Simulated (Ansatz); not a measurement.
**GaSb: geometry relaxation (part 2 of 2)**

GaSb (slab, 6 atoms in the cell); DFT PBEsol, scalar-relativistic, plane waves, PAW, no spin polarisation (Ansatz 0.2.0); cutoff 420 eV, 7×7×1 k-mesh, Gaussian smearing of 0.1 eV. The structure derives from an entry of the Crystallography Open Database. The input holds or restrains some coordinates. Forces given for the steps count only the free coordinates. It belongs to a series of runs on one base structure; here: clean slab, lower half held.

Geometry of the input (Å; fractional positions):
```
4.3213  0.0000  0.0000
0.0000  4.3213  0.0000
0.0000  0.0000  24.6390
Sb 0.0000  0.5000  0.3450
Ga 0.5000  0.5000  0.4070
Sb 0.5000  0.0000  0.4690
Ga 0.0000  0.0000  0.5310
Sb 0.0000  0.5000  0.5930
Ga 0.5000  0.5000  0.6550
```

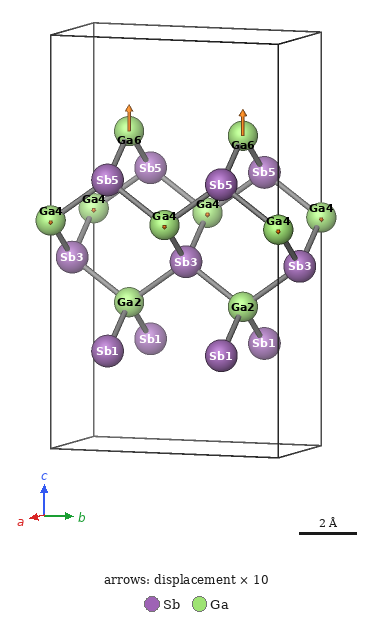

*The starting structure with the displacements as orange arrows, magnified 10 times (ball-and-stick view of the 1 × 2 repeat of the cell, with the vacuum cut short, seen slightly off an axis).*

The atom that moves furthest is Ga6 (0.097 Å). By element the largest moves are Ga 0.097 Å, Sb 0.004 Å. The cell doesn't change. Distances before and after: Sb5–Ga6 2.646 → 2.701 Å, Ga4–Sb5 2.646 → 2.659 Å, Sb3–Ga4 2.646 → 2.636 Å. Among the angles that change: Ga6–Sb5–Ga6 109.5° → 106.3°, Sb5–Ga6–Sb5 109.5° → 106.3°. The energy falls by 3.1 meV per atom in 3 geometry steps. The largest force component goes from 0.35 to 0.0091 eV/Å. (Atoms are counted from 1 in the order of the input.)

```
WARN: The output density's exchange-correlation potential varies sharply where the density is thin. Do not read a vacuum level from v_tot or v_xc, or from such a field of the output density. On a cell that repeats whose density bears no net charge and no dipole along the vacuum's axis use v_es (v_loc + v_h of the components); under efield.dipole_correction with no amplitude use v_es + v_field, which holds any external_charges[].barrier, or the levels of the report's work_function block, which leave it out; under a non-zero efield.amplitude the vacuum is tilted and has no level; on a cell that repeats and bears such a dipole with no correction it is tilted too, and efield.dipole_correction with no amplitude gives each side of its ramp a level where efield: is served; in a cell that repeats whose density bears a net charge (total_charge, or a fill off its count) it is curved and has none; of a slab under crystal.periodic whose density bears no net charge use v_es, which has a level on each side, short of where the two are joined; of another it falls or rises all the way out and has none; of a slab beside external_charges read slab_vacuum_level instead, which it has where they leave it neutral. The grid or the basis barely resolves most such structure, and the values can differ between equally converged runs; as a rule a tighter scf.convergence.dr2_threshold does not remove it. Where the density itself ripples (under the LDA too) a higher basis.ecutwfc lessens it. The files hold the spikes' plane waves up to the density's cutoff. Files: v_tot_of_output_density and the like, and their columns of v_z.tsv (output.write_potential); v_xc_of_output_density and the like, and their columns of v_comp_z.tsv (output.write_potential_components). Measured: with its Gaussian average of σ = 0.25 Å subtracted twice, the exchange-correlation potential is over 0.1 eV at 8 of the grid points where the equally averaged density (valence and model cores) is under 1e-3 e/Å³, and 0.111 eV at the most among them, at an averaged density of 6.5e-4 e/Å³. The input density's (outcome.potential() and, of a run that writes arrays, v_tot and v_xc) is over 0.1 eV, so measured, at 11 points of its own thin density, 0.112 eV at the most. See output.write_potential in the manual, Limitations
SCF converged after 6 iterations
Free energy (F): -30451.775602 eV
Harris-Foulkes:  -30451.775602 eV  (|F-HF|=1.65e-8)
Internal energy: -30451.749969 eV  (E = F + TS)
E sigma→0 (E₀):  -30451.762786 eV
Entropy (-TS):   -0.025633 eV (-4.272 meV/atom)
Fermi energy:    -0.269575 eV
Dipole field:    D = 0.036689 V/Å  (p = 0.093289 e·Å, saw-weighted, corrected)
Work function:   Φ+ = 4.3425 eV   Φ− = 5.2465 eV
Levels:          The Fermi level and band energies are counted from a zero that moves with the ramp; work functions are not
--- Per-component energies (eV) ---
  E_band       = -1417.075810
  E_kinetic    = 965.559041
  E_local      = -67105.476601  (includes V_loc(G=0)·N_el)
  E_nonlocal   = 2364.899461
  E_hartree    = 32761.293630
  E_xc         = -614.879742
  E_vxc        = -459.485636  (∫ρ·V_xc dr)
  E_paw        = -19340.990753  (= ΣΔE_a)
  E_vpaw       = -2705.329262  (= ΣTr[D̂ρ^β])
  E_aug_tail   = -0.000350  (compensation charges beyond the density's cutoff)
  E_efield     = 0.001711  (sawtooth field / dipole correction)
  E_vefield    = 0.131182  (∫n·V_field dr)
  E_ewald      = 20514.259129
  E_core_change = 3.584505  (= ΣΔE_core)
  E_smearing   = -0.025633  (= −TS)
  E_closure    = 0.000000  (closes the sum)
  Σ components = -30451.775602   (vs F -30451.775602, Δ=0.00e0)
--- Forces (eV/Å), atoms counted from 1 ---
  atom   1  Sb     0.00000000     0.00000000     0.17923934
  atom   2  Ga     0.00000000     0.00000000    -0.33071451
  atom   3  Sb     0.00000000     0.00000000     0.15502266
  atom   4  Ga     0.00000000     0.00000000     0.00096400
  atom   5  Sb     0.00000000     0.00000000    -0.00908779
  atom   6  Ga     0.00000000     0.00000000     0.00457870
  max |Σ_I F_I| component: 2.39e-6 eV/Å
--- Band table (eV; the first three rows and the last of 16) ---
  k-point 0: bands = ["-28.8066", "-28.8010", "-28.7866", "-28.7800", "-28.7738", "-28.7702", "-28.7637", "-28.7448", "-28.7033", "-28.6864", "-28.4758", "-28.4466", "-28.4189", "-28.3565", "-28.3405", "-15.1095", "-15.0845", "-15.0828", "-15.0700", "-15.0480", "-15.0354", "-15.0241", "-15.0209", "-14.9672", "-14.9479", "-14.6854", "-14.6792", "-14.6340", "-14.6181", "-14.5934", "-11.1842", "-10.2275", "-8.9961", "-6.1373", "-4.1750", "-2.2166", "-2.1950", "-1.9282", "-1.2332", "-1.1362", "-0.2828", "0.2021", "0.8771", "1.0956", "1.2792", "1.8632", "1.9739", "2.5140", "2.6980", "3.5248", "4.0072"]
  k-point 1: bands = ["-28.8066", "-28.8008", "-28.7868", "-28.7804", "-28.7729", "-28.7697", "-28.7639", "-28.7448", "-28.7028", "-28.6866", "-28.4751", "-28.4467", "-28.4191", "-28.3565", "-28.3405", "-15.1103", "-15.0861", "-15.0793", "-15.0697", "-15.0478", "-15.0360", "-15.0251", "-15.0214", "-14.9671", "-14.9478", "-14.6921", "-14.6727", "-14.6338", "-14.6180", "-14.5943", "-11.0531", "-10.1290", "-8.9935", "-6.0730", "-4.4244", "-2.8180", "-2.5626", "-2.1025", "-1.1638", "-0.9426", "-0.3093", "-0.2601", "0.6260", "1.3427", "1.4315", "1.9511", "2.4113", "2.5976", "3.3126", "3.6182", "4.1148"]
  k-point 2: bands = ["-28.8066", "-28.8005", "-28.7873", "-28.7813", "-28.7711", "-28.7685", "-28.7644", "-28.7448", "-28.7017", "-28.6870", "-28.4737", "-28.4471", "-28.4194", "-28.3564", "-28.3404", "-15.1138", "-15.0848", "-15.0747", "-15.0691", "-15.0475", "-15.0373", "-15.0272", "-15.0224", "-14.9667", "-14.9476", "-14.7010", "-14.6642", "-14.6333", "-14.6176", "-14.5962", "-10.6820", "-9.8878", "-9.0537", "-5.9720", "-5.0417", "-4.0529", "-2.7639", "-1.7858", "-1.1136", "-1.0021", "-0.7667", "-0.4271", "0.0122", "0.8637", "1.7453", "1.9113", "2.3214", "3.8597", "3.9842", "4.4621", "4.7251"]
  k-point 15: bands = ["-28.8083", "-28.7957", "-28.7877", "-28.7815", "-28.7691", "-28.7677", "-28.7652", "-28.7461", "-28.6965", "-28.6884", "-28.4705", "-28.4483", "-28.4196", "-28.3578", "-28.3375", "-15.1132", "-15.0964", "-15.0685", "-15.0605", "-15.0399", "-15.0373", "-15.0334", "-15.0262", "-14.9835", "-14.9349", "-14.7020", "-14.6571", "-14.6498", "-14.6032", "-14.5982", "-9.2498", "-9.0925", "-8.2878", "-6.6687", "-6.2366", "-5.8291", "-3.1844", "-3.0658", "-2.5944", "-2.4533", "-1.1514", "-0.9984", "-0.7018", "0.1975", "1.9820", "2.1423", "2.7638", "2.8483", "4.1904", "4.5843", "4.9962"]
--- Relaxed structure (4 steps of the walk, 4 accepted, 0 SCFs on fresh bases) ---
  F+E_penalty+E_count = -30451.77560219 eV   max|allowed force component| = 9.088e-3 eV/Å
  atoms:
    - { symbol: Sb, position: [0.0, 0.5, 0.34498103990000006] }
    - { symbol: Ga, position: [0.5, 0.5, 0.4069886239] }
    - { symbol: Sb, position: [0.5, 0.0, 0.4689962080000001] }
    - { symbol: Ga, position: [0.0, 0.0, 0.5303001730098593] }
    - { symbol: Sb, position: [0.0, 0.5, 0.5931844154596572] }
    - { symbol: Ga, position: [0.5, 0.5, 0.658961003292843] }
```

**Trajectory as extended XYZ (Å, eV, eV/Å), 4 frames, from step=1 to step=4**
```
6
Lattice="4.3213 0.0000 0.0000 0.0000 4.3213 0.0000 0.0000 0.0000 24.6390" Properties=species:S:1:pos:R:3:forces:R:3 step=1 energy=-30451.75692
Sb    0.0000    2.1606    8.5000    0.0000   0.0000   0.1925
Ga    2.1606    2.1606   10.0278    0.0000   0.0000  -0.3491
Sb    2.1606    0.0000   11.5556    0.0000   0.0000   0.2581
Ga    0.0000    0.0000   13.0834    0.0000   0.0000  -0.2629
Sb    0.0000    2.1606   14.6112    0.0000   0.0000  -0.1903
Ga    2.1606    2.1606   16.1390    0.0000   0.0000   0.3518
6
Lattice="4.3213 0.0000 0.0000 0.0000 4.3213 0.0000 0.0000 0.0000 24.6390" Properties=species:S:1:pos:R:3:forces:R:3 step=2 energy=-30451.76813
Sb    0.0000    2.1606    8.5000    0.0000   0.0000   0.1836
Ga    2.1606    2.1606   10.0278    0.0000   0.0000  -0.3511
Sb    2.1606    0.0000   11.5556    0.0000   0.0000   0.0468
Ga    0.0000    0.0000   13.0351    0.0000   0.0000   0.3121
Sb    0.0000    2.1606   14.6264    0.0000   0.0000  -0.0696
Ga    2.1606    2.1606   16.2732    0.0000   0.0000  -0.1217
6
Lattice="4.3213 0.0000 0.0000 0.0000 4.3213 0.0000 0.0000 0.0000 24.6390" Properties=species:S:1:pos:R:3:forces:R:3 step=3 energy=-30451.77551
Sb    0.0000    2.1606    8.5000    0.0000   0.0000   0.1816
Ga    2.1606    2.1606   10.0278    0.0000   0.0000  -0.3371
Sb    2.1606    0.0000   11.5556    0.0000   0.0000   0.1286
Ga    0.0000    0.0000   13.0592    0.0000   0.0000   0.0311
Sb    0.0000    2.1606   14.6097    0.0000   0.0000  -0.0059
Ga    2.1606    2.1606   16.2300    0.0000   0.0000   0.0018
6
Lattice="4.3213 0.0000 0.0000 0.0000 4.3213 0.0000 0.0000 0.0000 24.6390" Properties=species:S:1:pos:R:3:forces:R:3 step=4 energy=-30451.77560
Sb    0.0000    2.1606    8.5000    0.0000   0.0000   0.1792
Ga    2.1606    2.1606   10.0278    0.0000   0.0000  -0.3307
Sb    2.1606    0.0000   11.5556    0.0000   0.0000   0.1550
Ga    0.0000    0.0000   13.0661    0.0000   0.0000   0.0010
Sb    0.0000    2.1606   14.6155    0.0000   0.0000  -0.0091
Ga    2.1606    2.1606   16.2362    0.0000   0.0000   0.0046
```

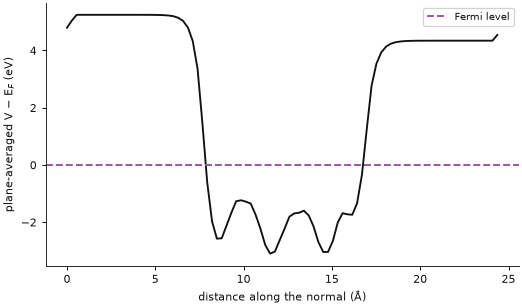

*Plane average of the electrostatic potential energy of an electron across the cell, from the Fermi level.*

The vacuum level lies 4.34 eV above the Fermi level on the upper side and 5.25 eV on the lower.

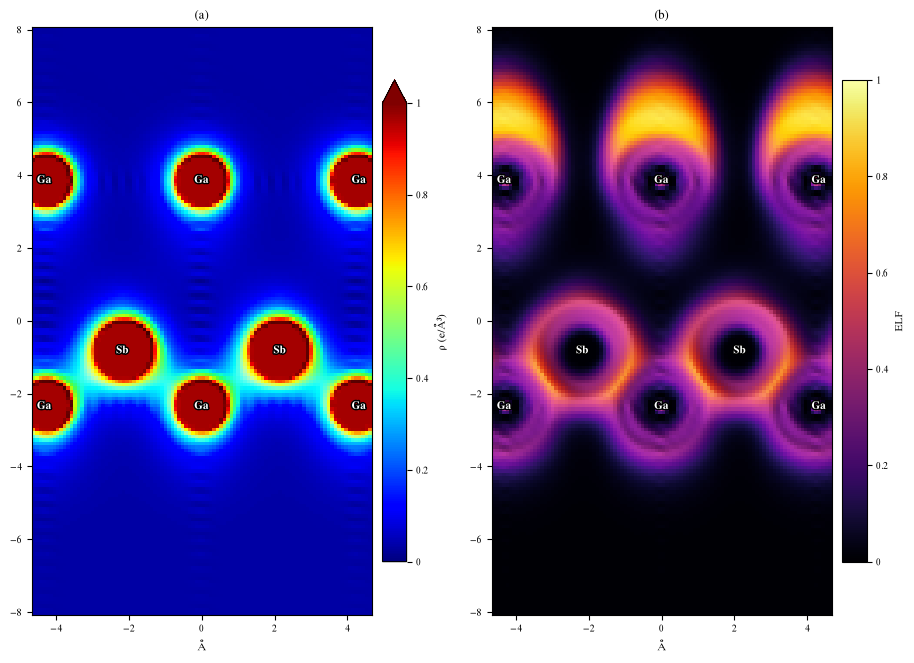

*(a) valence charge density (pseudo); (b) electron localisation function on the (100) plane of the calculation cell, a cut from vacuum to vacuum.*

Atoms in the plane: Ga and Sb. Ga–Sb (2.65 Å): ρ at the midpoint is about 0.41 e/Å³; the ELF peaks at about 0.70 between the atoms. The density dies away to nearly zero in the vacuum. The strong features right at Ga lie inside the PAW spheres (semicore, d or f shells) and say nothing about bonding. Core electrons are frozen (PAW), so the fields are smoothed inside the atomic spheres.

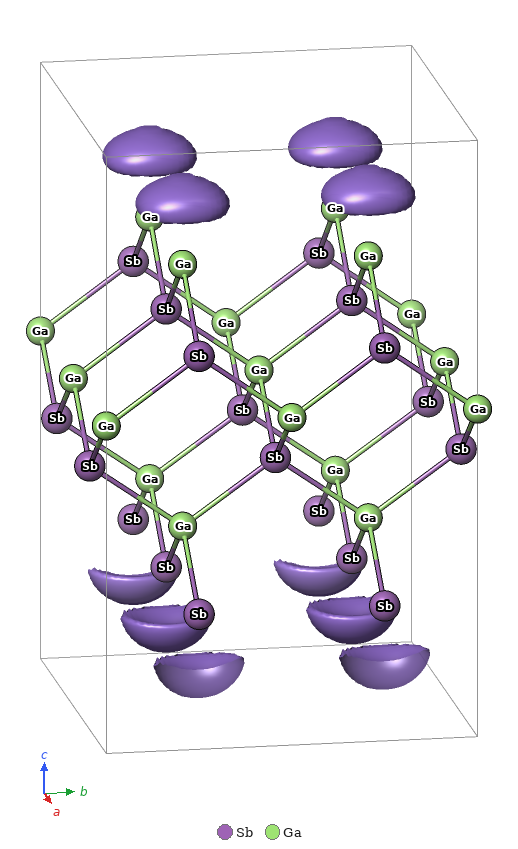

*Isosurface of the electron localisation function at 0.75 (purple), seen slightly off an axis. Core shells and regions of very low density are left out. Sticks mark near contacts.*

Values along the shortest contacts: Ga–Sb (2.64 Å): the ELF peaks at about 0.70 between the atoms. Ga–Sb (2.70 Å): the ELF peaks at about 0.65 between the atoms.

**Results in brief**

- outcome: converged under the restraints of the input
- electrons treated: 84
- free energy: −30451.7756 eV
- work function, top face: 4.34 eV
- work function, bottom face: 5.25 eV
- Fermi energy: −0.270 eV
- gap on the k-point mesh: none (metallic)
- final volume: 460.10 Å³
- work function (upper face): 4.34 eV
- largest force (length of the vector) at the end, held atoms and coordinates included: 0.331 eV/Å
- hardware: 2 threads of AMD EPYC (Zen 5), 32 GiB of memory available, shared host
- wall time: 23 s (CPU time 45 s)
- peak memory: 0.85 GiB

**Notes**

Warnings of the run: the exchange-correlation potential is rough where the density is thin.
